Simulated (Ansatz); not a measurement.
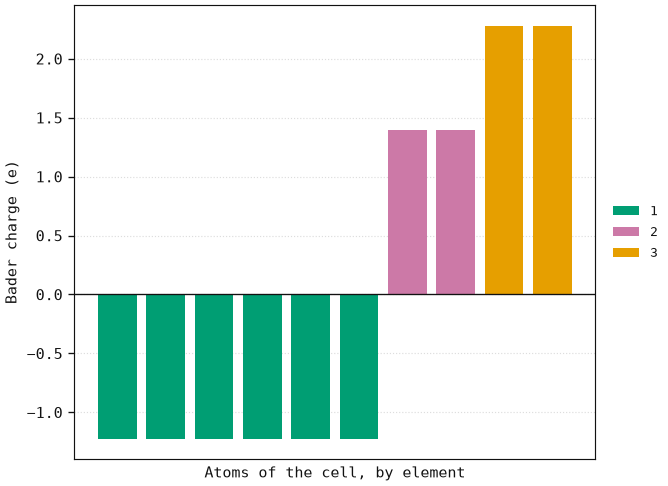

Bader charges of the atoms (positive: electrons lost).

The material is TiPbO₃, space group Pm-3m, 10 atoms in the cell, a database entry, rescaled.

Method: DFT with PBE, PAW plane waves, Ueff = 1.02 eV on Ti d, spin-polarised, 6×6×3 k mesh, 420 eV cutoff, Gaussian smearing of 0.081 eV (Ansatz 0.2.0).

Question: Which number is which element?

Answer: 1 is O; 2 is Pb; 3 is Ti. The Bader charges are Ti +2.28 e, Pb +1.39 e and O −1.22 e.

The run started without moments. Spin-orbit coupling is left out, which matters for Pb.
